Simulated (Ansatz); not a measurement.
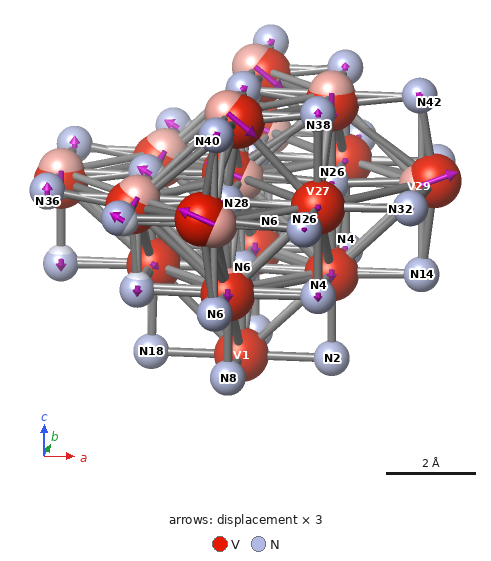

A constrained relaxation of a slab of composition VN (cut from the Fm-3m phase). The starting structure is drawn faded, the final one solid; purple arrows show the displacements, 3 times their true length.

A ball-and-stick model of the atoms within 5.0 Å of the atom that moves most (axes of the 1 × 2 repeat of the cell, outlined in the plane, without the vacuum (origin shifted)), seen from a free direction.

Case: stripe over 1.5 of 3 cells, two steps. 12 atoms are held fixed.

Method: DFT PBE, scalar-relativistic, plane waves, PAW in Ansatz 0.2.0. Set-up: plane-wave cutoff 420 eV; k-point mesh 3 × 8 × 1; occupations gaussian; smearing width 0.1 eV; no spin polarisation; dipole correction; atoms relaxed in a fixed cell; force threshold 0.02 eV/Å; at most 45 steps.

### Which element moves most?

Vanadium: up to 0.30 Å, against 0.13 Å for nitrogen.

### Describe the change and its energy.

The largest moves, 0.30 Å, are those of V atoms. By element the largest moves are V 0.30 Å, N 0.13 Å. The cell doesn't change. Among the contacts that change: V–V 2.911 → 3.257 Å, N–V 2.058 → 2.342 Å, V–V 2.911 → 3.183 Å, V–V 2.911 → 2.664 Å. Bond angles that change, for instance: V–N–V 180.0° → 164.6°, V–N–V 180.0° → 165.8°, V–N–V 90.0° → 104.1°. The energy falls by 3.057 eV per cell of the calculation in 7 geometry steps. The largest force component goes from 3.1 to 0.015 eV/Å.
